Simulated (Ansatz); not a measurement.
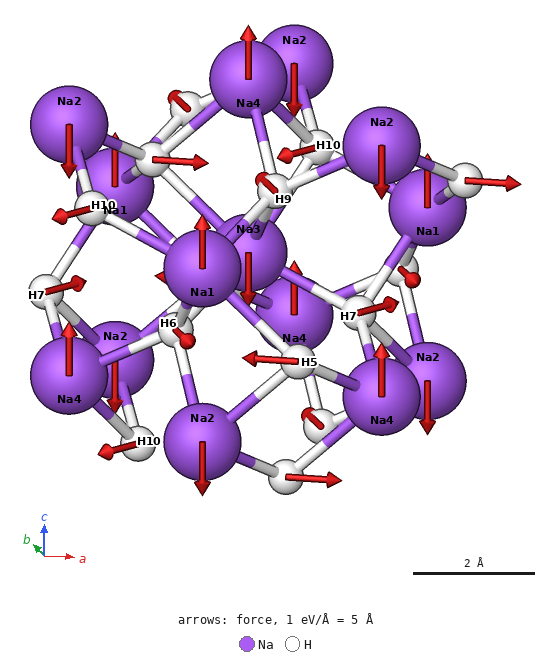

Starting geometry of solid Na2H3 (built on the corundum_167 type) (coarse preliminary run) with the computed forces as red arrows. Style: ball-and-stick. Shown: the atoms within 4.2 Å of the atom that moves most (axes of the conventional cell (3 times the calculation's cell)), slightly off an axis. Lengths and directions refer to the drawn axes.

Case: corundum type (R-3c, No. 167).

Computed with DFT PBE, scalar-relativistic, plane waves, PAW in Ansatz.

The input:
```yaml
crystal:
  lattice:
    - [2.6804539433, 1.5475608057, 4.8788287022]
    - [-2.6804539433, 1.5475608057, 4.8788287022]
    - [0.0, -3.0951216115, 4.8788287022]
  atoms:
    - { symbol: Na, position: [0.85218, 0.85218, 0.85218] }
    - { symbol: Na, position: [0.64782, 0.64782, 0.64782] }
    - { symbol: Na, position: [0.14782, 0.14782, 0.14782] }
    - { symbol: Na, position: [0.35218, 0.35218, 0.35218] }
    - { symbol: H, position: [0.05625, 0.44375, 0.75] }
    - { symbol: H, position: [0.75, 0.05625, 0.44375] }
    - { symbol: H, position: [0.44375, 0.75, 0.05625] }
    - { symbol: H, position: [0.94375, 0.55625, 0.25] }
    - { symbol: H, position: [0.25, 0.94375, 0.55625] }
    - { symbol: H, position: [0.55625, 0.25, 0.94375] }
basis:
  ecutwfc: 420
kpoints:
  mp_grid: { grid: [6, 6, 6] }
hamiltonian:
  xc: pbe
scf:
  occupations: { method: gaussian, width: 0.1 }
  lower_state_search: "off"
output:
  forces: true
  stress: true
  eigenvalues: true
relax:
  adjacent_minimum: "off"
  f_tol: 0.04
  max_steps: 70
  cell: { stress_tol: 0.4 }
```

Launched with:
```bash
ansatz run input.yaml --threads 1 --pin off --max-ram 2560MiB --backend cpu --events-out ev --progress --plain --runs-dir out
```

Question: What follows when this structure is relaxed?

Answer: It isn't relaxed: the largest force vector, on H atoms, is 0.19 eV/Å. The atoms end up moving mostly along the starting forces (cosine between the two patterns 0.89). The largest moves relative to the cell, 0.22 Å, are those of Na1, Na2, Na3 and Na4. Na3 goes along −c. Largest moves by element: Na 0.22 Å, H 0.08 Å. The drawn cell changes as follows: a = b 5.361 → 6.078 Å (+13.4 %), c 14.636 → 13.114 Å (−10.4 %); the volume changes by +15.2 %. Among the contacts that change: Na1–Na3 3.144 → 3.631 Å, Na1–H10 2.089 → 2.249 Å, Na1–H5 2.221 → 2.365 Å, Na1–Na2 2.991 → 3.117 Å. Bond angles that change, for instance: H5–Na3–H6 101.2° → 112.6°, H5–Na3–H8 86.4° → 76.2°, Na1–H10–Na3 93.6° → 103.8°. The space group stays R-3c (No. 167). After 6 accepted moves (7 points after the start) the energy has fallen by 71.3 meV per atom. The largest force component goes from 0.19 to 0.008 eV/Å. The pressure goes from 6.02 to 0.05 GPa. At 1 point the geometry stayed and the basis and grid were re-selected for the new cell (energy shift of 3.9 meV per atom at most each time). Cost: 91 s on 1 thread of Intel(R) Xeon(R) Platinum 8259CL CPU @ 2.50GHz (Skylake/Cascade Lake), with other jobs on the host, peak memory 0.46 GiB.
